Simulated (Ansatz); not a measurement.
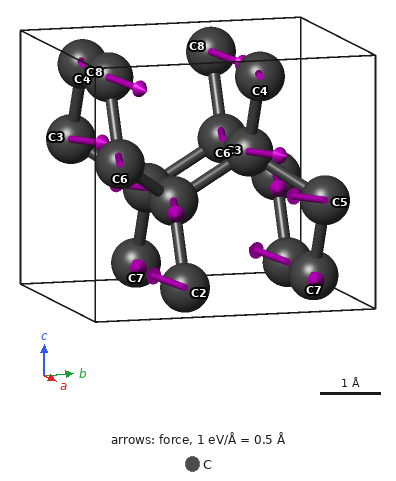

Starting geometry of solid C (a generated structure, set up in Cmce) (coarse preliminary run) with the computed forces as purple arrows. A ball-and-stick model of the conventional cell (2 times the calculation's cell), seen slightly off an axis. Lengths and directions refer to the drawn axes.

Level of theory: Ansatz, DFT PBE, scalar-relativistic, plane waves, PAW.

The input:
```yaml
crystal:
  lattice:
    - [2.15822906, -2.45465166, 0.0]
    - [2.15822906, 2.45465166, 0.0]
    - [0.0, 0.0, 4.30517007]
  atoms:
    - { symbol: C, position: [0.3068769, 0.03930053, 0.40952003] }
    - { symbol: C, position: [0.46069947, 0.1931231, 0.09047997] }
    - { symbol: C, position: [0.03930053, 0.3068769, 0.59047997] }
    - { symbol: C, position: [0.1931231, 0.46069947, 0.90952003] }
    - { symbol: C, position: [0.96069947, 0.6931231, 0.40952003] }
    - { symbol: C, position: [0.6931231, 0.96069947, 0.59047997] }
    - { symbol: C, position: [0.8068769, 0.53930053, 0.09047997] }
    - { symbol: C, position: [0.53930053, 0.8068769, 0.90952003] }
basis:
  ecutwfc: 420
kpoints:
  mp_grid: { grid: [6, 6, 4] }
hamiltonian:
  xc: pbe
scf:
  occupations: { method: gaussian, width: 0.1 }
  lower_state_search: "off"
output:
  forces: true
  stress: true
  eigenvalues: true
relax:
  adjacent_minimum: "off"
  f_tol: 0.04
  max_steps: 70
  cell: { stress_tol: 0.4 }
```

Run as
```bash
ansatz run input.yaml --threads 1 --pin off --max-ram 2560MiB --backend cpu --events-out ev --progress --plain --runs-dir out
```

**What follows when this structure is relaxed?**

It isn't relaxed: the largest force vector, on C atoms, is 2.49 eV/Å. The atoms end up moving mostly along the starting forces (cosine between the two patterns 0.98). The largest moves relative to the cell, 0.034 Å, are those of 8 atoms (C1, C2, C3, C4 and others). C7 goes roughly along +a. The drawn cell changes as follows: a 4.316 → 4.364 Å (+1.1 %), b 4.909 → 5.052 Å (+2.9 %), c 4.305 → 4.370 Å (+1.5 %); the volume changes by +5.6 %. Some distances before and after: C1–C5 1.494 → 1.577 Å, C1–C3 1.527 → 1.572 Å. Bond angles that change, for instance: C2–C1–C6 105.6° → 108.3°, C2–C1–C5 115.8° → 113.3°. The space group stays Cmce (No. 64). The energy falls by 64.7 meV per atom in 5 accepted moves (7 points after the start). The largest force component goes from 2.4 to 0.0018 eV/Å. The pressure goes from 27.02 to 0.01 GPa. The SCF was repeated twice at an unchanged geometry on a basis and grid sized afresh for the cell, which shifted the energy by 2.4 meV per atom at most.
